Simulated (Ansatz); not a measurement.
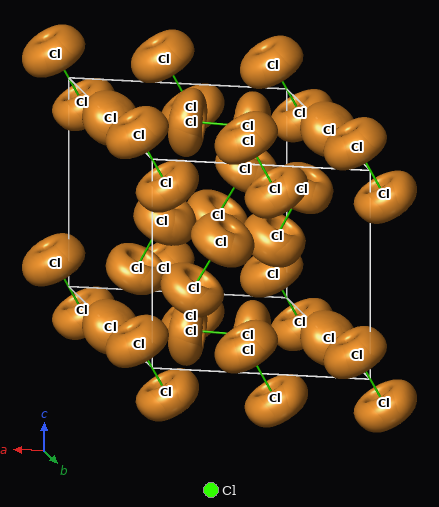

Figure. Cl (cell with a defect). Isosurface of the electron localisation function at 0.8 (orange), seen at an oblique angle. Only the valence region is drawn (cores and ρ < 0.01 e/Å³ removed). Sticks mark near contacts.

Computed without spin polarisation.

Theory: Ansatz 0.2.0, DFT PBEsol, scalar-relativistic, plane waves, PAW.

Core electrons are frozen (PAW), and the valence fields are smoothed inside the atomic spheres.

Describe the localisation domains.

Answer. The surface consists of 15 regions wrapped around Cl (the valence shell of each), counted in one cell of 15 atoms. Regions shared between cells count once.

Values along the shortest contacts:
Cl–Cl (2.03 Å): the ELF peaks at about 0.75 between the atoms.
